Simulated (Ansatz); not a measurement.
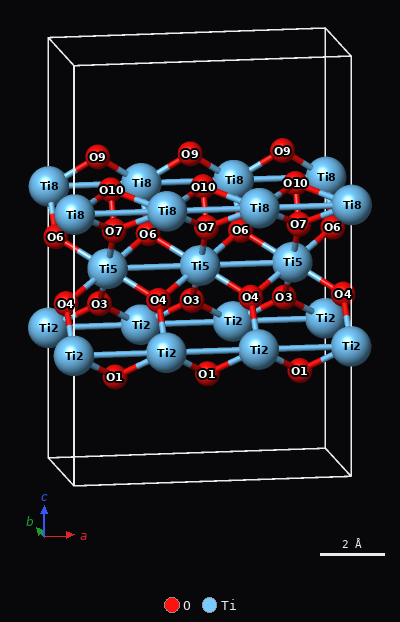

The starting structure (ball-and-stick view of the 3 × 1 repeat of the cell, with the vacuum cut short, seen slightly off an axis; atoms are numbered from 1 in the order of the input). An atom can appear more than once, as a periodic image.

**Run report: Ti₃O₇, geometry relaxation (part 1 of 3)**

The run: geometry relaxation of Ti₃O₇ (slab, 10 atoms in the cell). Method and program: DFT PBEsol, scalar-relativistic, plane waves, PAW, spin-polarised (Ansatz 0.2.0).

The structure derives from an entry of the Crystallography Open Database. The input holds or restrains some coordinates. Forces given for the steps count only the free coordinates. It belongs to a series of runs on one base structure; here: O put at a hollow O-O site. Figures and captions count atoms from 1; the log counts them from 0 in places.

**The input**
```yaml
crystal:
  lattice:
    - [2.9389940238, 0.0, 0.0]
    - [0.0, 4.5912476139, 0.0]
    - [0.0, 0.0, 25.3869879129]
  atoms:
    - { symbol: O, position: [0.5, 0.1955612559, 0.3348171917] }
    - { symbol: Ti, position: [0.0, 0.0, 0.3701845285] }
    - { symbol: O, position: [0.5, 0.8044387441, 0.4055518651] }
    - { symbol: O, position: [0.0, 0.3044387441, 0.4252424054] }
    - { symbol: Ti, position: [0.5, 0.4890094167, 0.460614693] }
    - { symbol: O, position: [0.0, 0.7080597007, 0.4949937893] }
    - { symbol: O, position: [0.5, 0.2315469054, 0.5176553067] }
    - { symbol: Ti, position: [0.0, -0.0248755052, 0.5489097548] }
    - { symbol: O, position: [0.5, 0.8687908026, 0.5877350453] }
    - { symbol: O, position: [0.5, 0.3687908026, 0.5641008906], spin: 2.0 }
basis:
  ecutwfc: 420
kpoints:
  mp_grid: { grid: [9, 6, 1] }
hamiltonian:
  xc: pbesol
scf:
  occupations: { method: gaussian, width: 0.05 }
output:
  forces: true
  eigenvalues: true
  populations: true
  write_density: true
  write_potential: true
  elf: true
  volumetric_format: npy
magnetization:
  spin_polarized: true
relax:
  adjacent_minimum: "off"
  f_tol: 0.03
  max_steps: 70
  constraints: [{ sites: [0, 1, 2, 3] }]
efield:
  axis: 3
  dipole_correction: true
  ramp_width: 0.04
```

Launched with:
```bash
ansatz run input.yaml --threads 2 --pin off --max-ram 5120MiB --backend cpu --events-out ev --progress --plain --runs-dir out
```

**Log**
```
Engine: ansatz 0.2.0, x86_64-unknown-linux-gnu
Pseudopotentials: kind: paw
Pseudopotential: O, paw, valence charge 6, recommended cutoff 420 eV (normal), O.paw.azcp
Pseudopotential: Ti, paw, valence charge 12, recommended cutoff 420 eV (normal), Ti.paw.azcp
Functional definition: PBEsol
  exchange = pbesol_x
  correlation = pbesol_c
Crystal: 10 atoms, lattice volume = 342.563 Å³
Basis set: ecut = 420 eV, 6683 PW (Γ), exchange–correlation on 40×64×360 points (8 copies of the dense FFT grid, shifted against one another)
Bands: 50, of which v1, the nominal top of the filled ones, is band 39 counted from 1 (38 counted from 0)
Symmetry: 2 space group operations
k-points: 20 of 54 (time reversal used)
Non-local potential: O, projectors of the file, l = 0: 2, l = 1: 2, l = 2: 1
Non-local potential: Ti, projectors of the file, l = 0: 3, l = 1: 2, l = 2: 3, l = 3: 1
PAW form: soft (Blöchl's): semilocal exchange-correlation on the pseudo side does not see the compensation charge
PAW frozen core: O, regenerated for the run's functional, and the local potential with it (the file was generated under x = pbe(κ = 0.804, μ = 0.2195149727645171), c = pbe(β = 0.06672455060314922))
PAW frozen core: Ti, regenerated for the run's functional, and the local potential with it (the file was generated under x = pbe(κ = 0.804, μ = 0.2195149727645171), c = pbe(β = 0.06672455060314922))
PAW one-centre angular grid: O, 110 points (default); XC on 64 Gauss nodes
PAW one-centre angular grid: Ti, 590 points (default); XC on 64 Gauss nodes
Initial density: superposition of atomic densities (neutral atoms: chi_scale 0, normalization atom)
Starting moments: Σ|m| = 2 μB on 1 of 10 sites
Initial wavefunctions: pseudopotential atomic-orbital guess
Functional: x = pbesol(κ = 0.804, μ = 0.12345679012345678), c = pbesol(β = 0.046)
SCF iter   1: F=—  HF=-11363.248779 eV  |F-HF|=—  |Δ(HF+E_count)|=         —  Δρ=6.48e-2 (↑6.48e-2 ↓6.42e-2)  dr2=5.14e1  dr2_m=1.92e0  M=0.000 μB ∫|m|=0.777 μB  β_m=0.30  ethr=3.10e-3  p=-0.000 e·Å  D=-1.11e-6 V/Å  ΔV_dip=0.00 eV  dr2_dipole=9.00e-2  V_vac-E_F(+/−)=6.39/6.39 eV  ⟨swp⟩=8.2  Hψ=9276  notcnv=0
Mixer restart at iter 1: flushing history
efield: sawtooth ramp at fractional position 0.9413 (placed from the atoms, in the widest stretch of the axis that holds none; the zero of the levels goes with the place), width 0.0400; the density the first Hamiltonian is built on has a dipole p = -0.000 e·Å; the dipole correction subtracts the counter field D = -1.11e-6 V/Å, which shifts the + side's vacuum level by +0.00 eV against the − side's; the planar-averaged density in the ramp window peaks in size at 3.2e-6 e/Å³
preconditioner: auto → Resta (q_TF=auto, 2.132 Å⁻¹)  ε∞=2.4  [insulator: Δε(μ)=0.169 eV  Ē_g=12.343 eV  σ=0.050 eV  W_gap=0.98  n_scr=42 (ndim 8)  ℏωp=14.5 eV  f_vac=0.646  D(μ)=0.04/eV (n_scr^D=0)  ε∞_Penn≈2.4  vacuum switching on, ρ_ref=1.1e-2 e/Å³]
spin=Collinear: Resta preconditioning applied to the charge; magnetization (m = ρ↑ − ρ↓) channel mixes plain (no charge-response kernel on spin).
SCF iter   2: F=—  HF=-11353.067435 eV  |F-HF|=—  |Δ(HF+E_count)|=    1.02e1  Δρ=2.45e-2 (↑2.45e-2 ↓2.13e-2)  dr2=5.68e0  dr2_m=6.54e-1  M=0.421 μB ∫|m|=0.935 μB  β_m=0.30  ethr=3.10e-3  p=-0.073 e·Å  D=-3.85e-2 V/Å  ΔV_dip=0.98 eV  dr2_dipole=3.46e-1  V_vac-E_F(+/−)=8.21/7.23 eV  ⟨swp⟩=4.0  Hψ=5564  notcnv=0  defer=137
preconditioner: auto → LDOS  [metal: Δε(μ)=0.048 eV  Ē_g=9.664 eV  σ=0.050 eV  W_gap=0.48  n_scr=42 (ndim 8)  ℏωp=14.5 eV  f_vac=0.649  D(μ)=6.79/eV (n_scr^D=36)]
spin=Collinear: LDOS preconditioning applied to the charge; magnetization (m = ρ↑ − ρ↓) channel mixes plain (no charge-response kernel on spin).
density mixer auto → msr1: a metal under ldos (density of states about μ 1.10 of a free-electron gas's, 42 screened modes)
SCF iter   3: F=—  HF=-11352.825716 eV  |F-HF|=—  |Δ(HF+E_count)|=   2.42e-1  Δρ=1.86e-2 (↑1.86e-2 ↓1.61e-2)  dr2=1.68e0  dr2_m=5.38e-1  M=0.182 μB ∫|m|=0.776 μB  β_m=0.62  ethr=3.10e-3  p=-0.069 e·Å  D=-3.64e-2 V/Å  ΔV_dip=0.92 eV  dr2_dipole=8.39e-2  V_vac-E_F(+/−)=7.41/6.49 eV  ⟨swp⟩=3.0  Hψ=2803  notcnv=0  defer=70
SCF iter   4: F=—  HF=-11353.560104 eV  |F-HF|=—  |Δ(HF+E_count)|=   7.34e-1  Δρ=1.42e-2 (↑1.42e-2 ↓1.39e-2)  dr2=3.51e0  dr2_m=9.48e-2  M=0.019 μB ∫|m|=0.423 μB  β_m=0.49  ethr=2.15e-3  p=-0.046 e·Å  D=-2.42e-2 V/Å  ΔV_dip=0.61 eV  dr2_dipole=3.85e-2  V_vac-E_F(+/−)=6.94/6.33 eV  ⟨swp⟩=2.8  Hψ=3477  notcnv=0  defer=70
SCF iter   5: F=—  HF=-11353.234324 eV  |F-HF|=—  |Δ(HF+E_count)|=   3.26e-1  Δρ=6.24e-3 (↑6.24e-3 ↓5.45e-3)  dr2=3.20e-1  dr2_m=5.01e-2  M=0.004 μB ∫|m|=0.334 μB  β_m=0.47  ethr=2.15e-3  p=-0.123 e·Å  D=-6.48e-2 V/Å  ΔV_dip=1.65 eV  dr2_dipole=2.65e-2  V_vac-E_F(+/−)=6.79/5.14 eV  ⟨swp⟩=2.6  Hψ=3669  notcnv=0  defer=67
SCF iter   6: F=—  HF=-11353.219972 eV  |F-HF|=—  |Δ(HF+E_count)|=   1.44e-2  Δρ=2.91e-3 (↑2.68e-3 ↓2.91e-3)  dr2=2.97e-2  dr2_m=1.89e-2  M=0.001 μB ∫|m|=0.223 μB  β_m=0.56  ethr=4.10e-4  p=-0.105 e·Å  D=-5.54e-2 V/Å  ΔV_dip=1.41 eV  dr2_dipole=9.03e-4  V_vac-E_F(+/−)=6.71/5.30 eV  ⟨swp⟩=2.1  Hψ=3156  notcnv=0  defer=76
SCF iter   7: F=—  HF=-11353.231745 eV  |F-HF|=—  |Δ(HF+E_count)|=         —  Δρ=1.89e-3 (↑1.86e-3 ↓1.89e-3)  dr2=2.52e-2  dr2_m=6.20e-3  M=0.000 μB ∫|m|=0.109 μB  β_m=0.56  ethr=3.80e-5  p=-0.101 e·Å  D=-5.33e-2 V/Å  ΔV_dip=1.35 eV  dr2_dipole=4.22e-6  V_vac-E_F(+/−)=6.75/5.40 eV  ⟨swp⟩=2.3  Hψ=3544  notcnv=0  defer=76
SCF iter   8: F=—  HF=-11353.229282 eV  |F-HF|=—  |Δ(HF+E_count)|=   2.46e-3  Δρ=8.93e-4 (↑4.68e-4 ↓8.93e-4)  dr2=4.94e-3  dr2_m=6.28e-4  M=-0.000 μB ∫|m|=0.054 μB  β_m=0.55  ethr=3.23e-5  p=-0.098 e·Å  D=-5.16e-2 V/Å  ΔV_dip=1.31 eV  dr2_dipole=2.17e-4  V_vac-E_F(+/−)=6.76/5.45 eV  ⟨swp⟩=2.0  Hψ=3306  notcnv=0  defer=76
SCF iter   9: F=—  HF=-11353.229147 eV  |F-HF|=—  |Δ(HF+E_count)|=   1.35e-4  Δρ=4.43e-4 (↑3.81e-4 ↓4.43e-4)  dr2=9.51e-4  dr2_m=3.45e-4  M=0.000 μB ∫|m|=0.041 μB  β_m=0.58  ethr=6.33e-6  p=-0.100 e·Å  D=-5.30e-2 V/Å  ΔV_dip=1.35 eV  dr2_dipole=1.04e-5  V_vac-E_F(+/−)=6.78/5.43 eV  ⟨swp⟩=2.0  Hψ=3012  notcnv=0  defer=76
SCF iter  10: F=—  HF=-11353.229283 eV  |F-HF|=—  |Δ(HF+E_count)|=   1.36e-4  Δρ=2.23e-4 (↑2.23e-4 ↓1.76e-4)  dr2=2.17e-4  dr2_m=8.41e-5  M=0.000 μB ∫|m|=0.022 μB  β_m=0.55  ethr=1.22e-6  p=-0.101 e·Å  D=-5.31e-2 V/Å  ΔV_dip=1.35 eV  dr2_dipole=5.73e-7  V_vac-E_F(+/−)=6.79/5.44 eV  ⟨swp⟩=2.0  Hψ=3004  notcnv=0  defer=77
SCF iter  11: F=—  HF=-11353.229325 eV  |F-HF|=—  |Δ(HF+E_count)|=   4.24e-5  Δρ=9.03e-5 (↑7.89e-5 ↓9.03e-5)  dr2=2.86e-5  dr2_m=1.74e-5  M=0.000 μB ∫|m|=0.010 μB  β_m=0.61  ethr=2.79e-7  p=-0.100 e·Å  D=-5.31e-2 V/Å  ΔV_dip=1.35 eV  dr2_dipole=1.35e-6  V_vac-E_F(+/−)=6.79/5.44 eV  ⟨swp⟩=2.1  Hψ=3096  notcnv=0  defer=76
SCF iter  12: F=—  HF=-11353.229342 eV  |F-HF|=—  |Δ(HF+E_count)|=   1.67e-5  Δρ=4.67e-5 (↑4.67e-5 ↓4.11e-5)  dr2=1.61e-5  dr2_m=2.75e-6  M=-0.000 μB ∫|m|=0.003 μB  β_m=0.57  ethr=3.67e-8  p=-0.100 e·Å  D=-5.30e-2 V/Å  ΔV_dip=1.34 eV  dr2_dipole=1.09e-7  V_vac-E_F(+/−)=6.79/5.44 eV  ⟨swp⟩=2.7  Hψ=3897  notcnv=0  defer=76
SCF iter  13: F=—  HF=-11353.229339 eV  |F-HF|=—  |Δ(HF+E_count)|=   2.29e-6  Δρ=1.91e-5 (↑1.91e-5 ↓1.68e-5)  dr2=2.05e-6  dr2_m=5.49e-7  M=-0.000 μB ∫|m|=0.001 μB  β_m=0.58  ethr=2.06e-8  p=-0.100 e·Å  D=-5.30e-2 V/Å  ΔV_dip=1.34 eV  dr2_dipole=3.19e-8  V_vac-E_F(+/−)=6.79/5.44 eV  ⟨swp⟩=2.0  Hψ=3030  notcnv=0  defer=76
SCF iter  14: F=—  HF=-11353.229342 eV  |F-HF|=—  |Δ(HF+E_count)|=   2.73e-6  Δρ=7.76e-6 (↑7.76e-6 ↓7.61e-6)  dr2=4.09e-7  dr2_m=7.92e-8  M=-0.000 μB ∫|m|=0.000 μB  β_m=0.56  ethr=2.63e-9  p=-0.100 e·Å  D=-5.30e-2 V/Å  ΔV_dip=1.34 eV  dr2_dipole=1.77e-10  V_vac-E_F(+/−)=6.79/5.44 eV  ⟨swp⟩=2.1  Hψ=3053  notcnv=0  defer=76
SCF iter  15: F=—  HF=-11353.229343 eV  |F-HF|=—  |Δ(HF+E_count)|=   8.96e-7  Δρ=4.84e-6 (↑4.56e-6 ↓4.84e-6)  dr2=2.19e-7  dr2_m=2.18e-8  M=-0.000 μB ∫|m|=0.000 μB  β_m=0.52  ethr=5.25e-10  p=-0.100 e·Å  D=-5.30e-2 V/Å  ΔV_dip=1.34 eV  dr2_dipole=4.17e-9  V_vac-E_F(+/−)=6.79/5.44 eV  ⟨swp⟩=19.0  Hψ=17404  notcnv=0
SCF iter  16: F=-11353.229344 eV  HF=-11353.229343 eV  |F-HF|=1.60e-7  |Δ(HF+E_count)|=   3.63e-7  Δρ=3.15e-6 (↑3.15e-6 ↓2.62e-6)  dr2=1.20e-7  dr2_m=6.87e-9  M=-0.000 μB ∫|m|=0.000 μB  ethr=2.81e-10  p=-0.100 e·Å  D=-5.29e-2 V/Å  ΔV_dip=1.34 eV  dr2_dipole=3.17e-9  V_vac-E_F(+/−)=6.79/5.44 eV  ⟨swp⟩=10.2  Hψ=12893  notcnv=0
WARN: the starting moments were not kept: the SCF closed with an absolute magnetisation of 1.1e-4 μB, where they sum to 2 μB in size (1 site). That is at most 0.1 of that sum. Measured as dr2_m measures the in/out step, that magnetisation stands 1.9e-9 eV from none, at or under the dr2_threshold of 2.3e-5 eV: it is no larger than a step whose dr2_m would equal this threshold. The system may hold no moment; this SCF shows only that its start led to no more than that. To try another start: raise the starting moments (crystal.atoms[].spin, magnetization.per_species, magnetization.initial_magnetization, or on a non-collinear deck that types none of these the spinor_matrix: blocks that start its atoms; where the total moment is fixed, keep their sum and leave initial_magnetization as it is; typed ones take the place of any that the run laid by itself, positive ones on a crystal's lanthanoids without a Hubbard term where scf.initial_density.shell_occupations: [] is typed) or, if the notice of its spin-set hold's release reads "site moments contracting" or "site moments show no strong build", lengthen the hold (scf.mixing.spin_hold: { on: { confirm: 4 } }; for m-r²SCAN on two components see the key's manual first). Each may lead to a state that holds a moment. A second SCF, from the converged charge density, with the starting moments and any scf.initial_density.shell_occupations laid on it anew, would have followed, and was not run: the deck does not ask for one (magnetization.retry_lost_moments is false, the default). To let it run, set magnetization.retry_lost_moments: true and run the deck again, where that key's refused combinations let it; where memory then withholds it, that run's warning says so.
SCF 1 converged in 16 iterations: F = -11353.229344 eV  dr2 = 1.20e-7
  greatest PAW one-centre occupation: 0.999 electrons in one spin orbital (limit 2), on the Ti atom at site 4 (counted from 0), in its partial waves of l = 0
relax step   1: F+E_penalty+E_count = -11353.22934364 eV  Δ(F+E_penalty+E_count) = +0.000e0 eV  max|allowed force component| = 4.391e0 eV/Å  Δτ_max = 0.0000 Å  (16 SCF iters, dr2 threshold 2.25e-5 eV, accepted)
Initial density: handed on by an earlier stage of this run
Starting moments: Σ|m| = 2 μB on 1 of 10 sites; this step starts from the density that it was given
Initial wavefunctions: those handed on with the density
iter 1 solved again at ethr=8.01e-4 eV; its pass at ethr=3.10e-3 eV (dr2=6.25e-1 eV) is discarded
```
